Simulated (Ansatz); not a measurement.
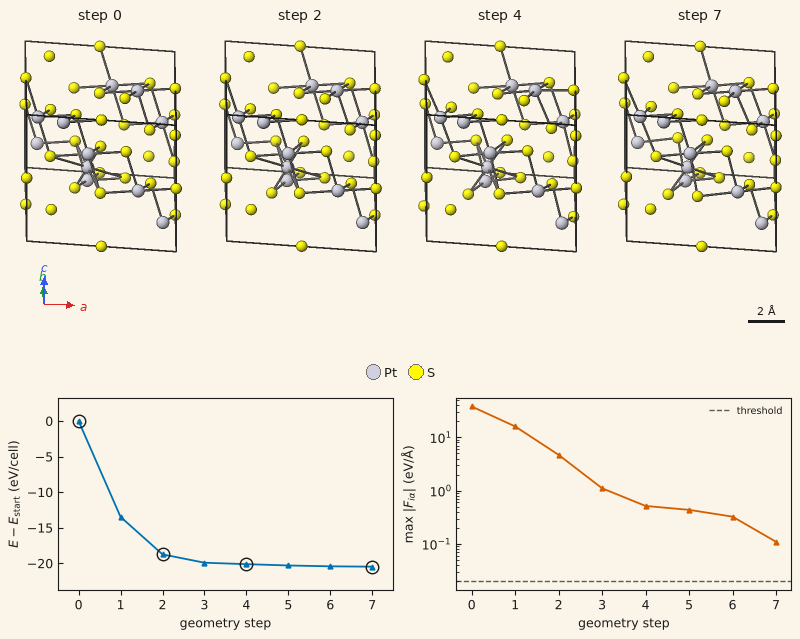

Frames of a relaxation of a defect cell of composition Pt$_{11}$S$_{24}$ (started half-way along a vacancy jump, in the symmetry of that start), marked on the history of the run. A ball-and-stick model of the cell of the calculation (origin shifted), seen from a free direction.

The calculation used DFT PBE+D3(BJ), scalar-relativistic, plane waves, PAW (Ansatz 0.2.0). Set-up: plane-wave cutoff 420 eV; k-point mesh 3 × 3 × 3; occupations gaussian; smearing width 0.1 eV; no spin polarisation; atoms relaxed in a fixed cell; force threshold 0.02 eV/Å; at most 60 steps.

> Describe the path.

The run was cut off at its time limit before the relaxation converged, so the last structure is only a point on the way. The energy falls by 20.459 eV per cell of the calculation in 7 geometry steps. The largest force component goes from 38 to 0.11 eV/Å. The largest moves, 0.61 Å, are those of S atoms. Largest moves by element: S 0.61 Å, Pt 0.17 Å. The lattice vectors keep their values. Near-neighbour distances that change, for instance: S–S 3.056 → 2.163 Å, Pt–S 1.589 → 2.191 Å, Pt–S 2.991 → 2.565 Å, S–S 3.056 → 2.655 Å. New bonds form: S–S (3.06 → 2.16 Å). Among the angles between lasting bonds that change: S–Pt–S 83.1° → 99.8°, Pt–S–Pt 100.4° → 88.9°, Pt–S–Pt 69.4° → 80.6°. From step 0 to 2: S atoms move most (0.40 Å), energy −18.729 eV per cell of the calculation. From step 2 to 4: S atoms move most (0.32 Å), energy −1.377 eV per cell of the calculation. From step 4 to 7: S atoms move most (0.24 Å), energy −0.353 eV per cell of the calculation.
